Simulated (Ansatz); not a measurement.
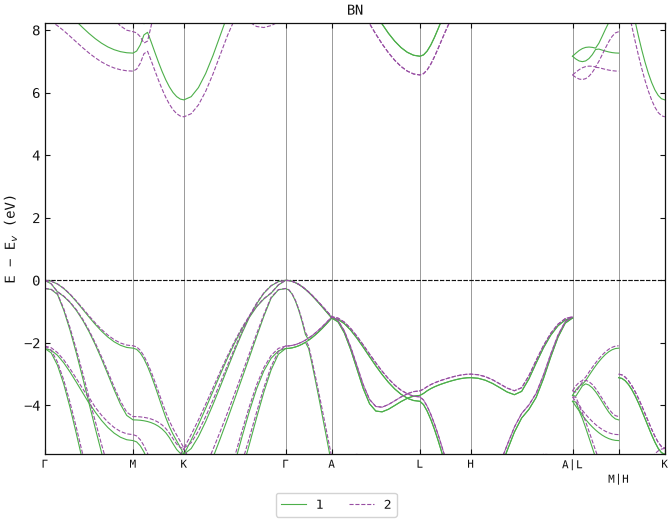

Band structures of BN, space group P6_3mc, 4 atoms in the cell, by two methods on the same cell. Each is counted from its own valence-band top.

Which curve is which? The methods: r2SCAN, PBE.

Answer. 1 is r2SCAN; 2 is PBE. r2SCAN gives a gap of 5.77 eV along the path and PBE gives a gap of 5.23 eV along the path.

Settings. r2SCAN: DFT r2SCAN, scalar-relativistic, plane waves, PAW, no spin polarisation, 12×12×6 k mesh, 500 eV cutoff, Gaussian smearing of 0.02 eV (Ansatz 0.2.0). PBE: DFT PBE, scalar-relativistic, plane waves, PAW, no spin polarisation, 12×12×6 k mesh, 420 eV cutoff, Gaussian smearing of 0.02 eV (Ansatz 0.2.0).

The structure is an invented one, so it need not be a known or stable phase.
